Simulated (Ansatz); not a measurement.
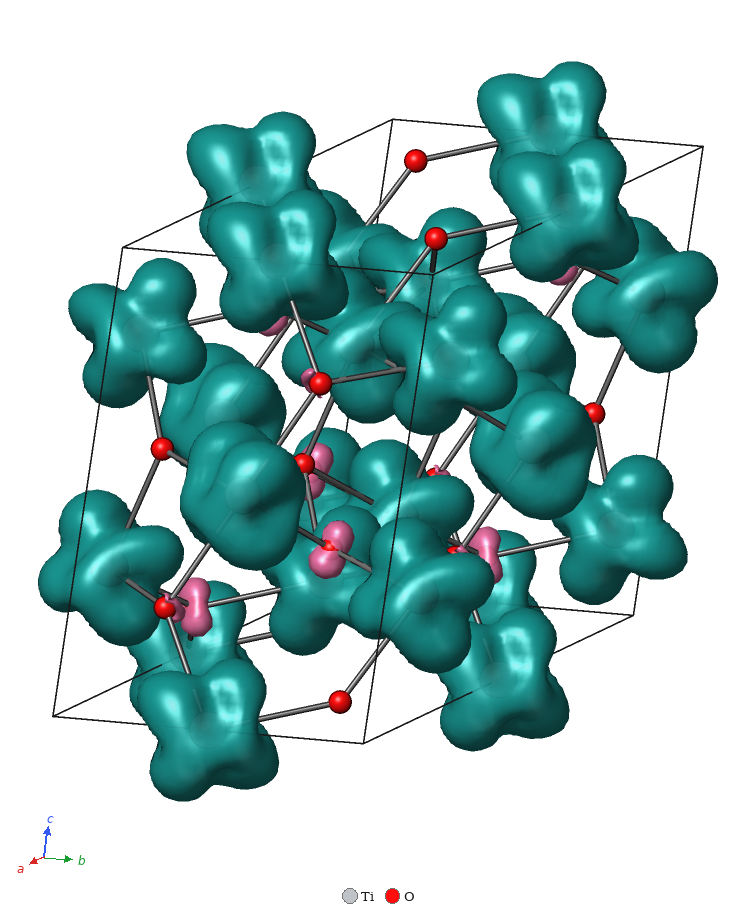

Figure. Ti3O5. Isosurfaces of the spin density (up minus down) at +0.04 (teal) and −0.04 e/Å³ (pink), seen slightly off an axis. Sticks mark near contacts.

Space group C2/c; spin-polarised.

Method: DFT r2SCAN, scalar-relativistic, plane waves, PAW in Ansatz 0.2.0.

Core electrons are frozen (PAW), and the valence fields are smoothed inside the atomic spheres.

Which atoms carry the moments, and with what signs?

Answer. The spin density sits on Ti: +0.5 μB (×12) in one cell of 32 atoms: parallel main moments (a ferromagnetic arrangement) in this solution. The cell of the calculation (16 atoms) carries 4.0 μB of net spin moment.
